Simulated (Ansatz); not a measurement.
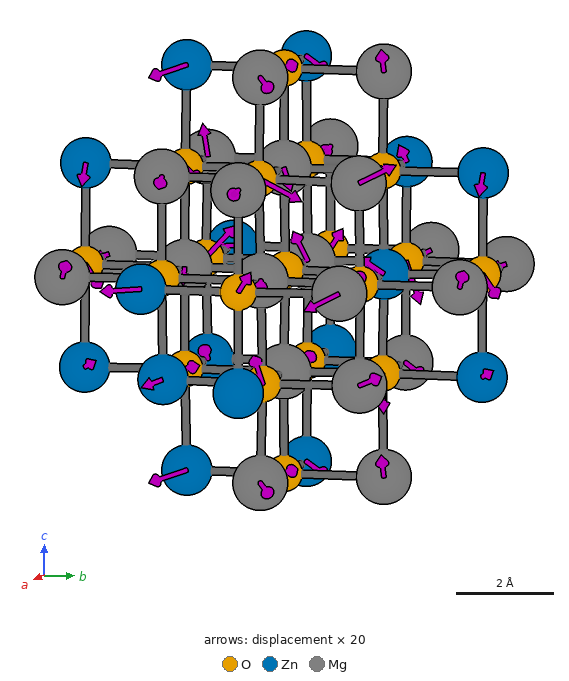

A relaxation of a crystal of O₃₂Zn₁₂Mg₂₀ (a generated structure, set up in P1). The starting structure is drawn; purple arrows show the displacements, 20 times their true length.

The picture is a ball-and-stick view of the atoms within 5.0 Å of the atom that moves most (axes of the cell of the calculation), seen slightly off an axis.

Level of theory: Ansatz, DFT, PBEsol, PAW, plane waves. Set-up: plane-wave cutoff 420 eV; k-point mesh 1 × 1 × 1; mesh shifted by (0.25, 0.25, 0.25); no spin polarisation; cell relaxed at fixed shape; force threshold 0.03 eV/Å; at most 80 steps.

What happened in the run?

Answer. The largest move is that of an O atom, 0.066 Å along [2 −3 −1]. By element the largest moves are O 0.066 Å, Zn 0.057 Å, Mg 0.046 Å. The lattice vectors keep their values. Some distances before and after: Mg–O 2.164 → 2.097 Å, O–Zn 2.071 → 2.135 Å, O–Zn 2.171 → 2.117 Å, Mg–O 2.064 → 2.115 Å. Among the angles between lasting bonds that change: Mg–O–Mg 87.2° → 90.6°, Zn–O–Mg 86.8° → 89.8°, Mg–O–Mg 176.9° → 179.8°. The space group stays P1 (No. 1). After 3 geometry steps the energy has fallen by 0.518 eV per cell of the calculation. The largest force component goes from 0.81 to 0.022 eV/Å. The pressure goes from 0.54 to −0.01 GPa.
